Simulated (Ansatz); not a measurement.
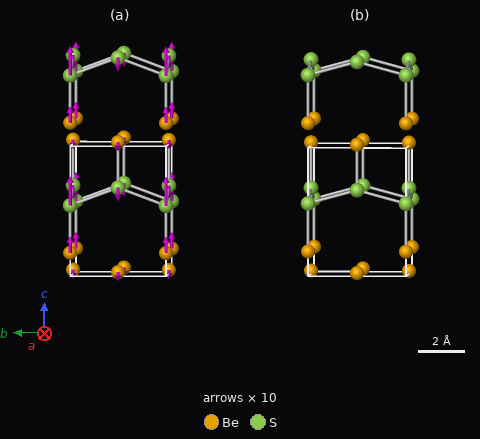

The structure of solid BeS (a generated structure, set up in P4mm) before (left) and after (right) a relaxation, at one scale. The purple arrows give the displacements (the part carried along by the change of the cell is left out), magnified 10 times.

The picture is a ball-and-stick view of the cell of the calculation, repeated 1 × 1 × 2 with one cell outlined, seen from a free direction.

The calculation used DFT PBE, scalar-relativistic, plane waves, PAW in Ansatz 0.2.0. (plane-wave cutoff 420 eV; k-point mesh 10 × 10 × 8; occupations gaussian; smearing width 0.1 eV; no spin polarisation; cell and atoms relaxed; force threshold 0.01 eV/Å; at most 80 steps)

Q: Describe what moved and what it gained.

A: Over 7 accepted moves (11 points after the start) the energy falls by 0.108 eV per cell of the calculation. The largest force component goes from 0.73 to 0.0019 eV/Å. Pressure: 0.41 GPa at the start and 0.00 GPa at the end. The line search rejected the trial steps at points 5, 7, 9 of the run. The SCF was repeated once at an unchanged geometry on a basis and grid sized afresh for the cell, which shifted the energy by 0.4 meV per cell of the calculation at most. The atom that moves furthest relative to the cell is an S atom (0.13 Å along +c). Largest moves by element: S 0.13 Å, Be 0.07 Å. The drawn cell changes as follows: a = b 4.264 → 4.358 Å (+2.2 %), c 5.783 → 5.708 Å (−1.3 %); the volume changes by +3.1 %. Among the contacts that change: Be–S 2.107 → 2.136 Å, S–S 2.275 → 2.258 Å, Be–S 2.031 → 2.025 Å. Among the angles between lasting bonds that change: S–S–S 139.2° → 149.6°, Be–S–S 110.4° → 105.2°, S–S–S 83.0° → 86.1°. The space group stays P4mm (No. 99). Cost: 2.9 min on 1 thread of Intel(R) Xeon(R) Platinum 8488C (Sapphire Rapids) (shared host), peak memory 0.52 GiB.
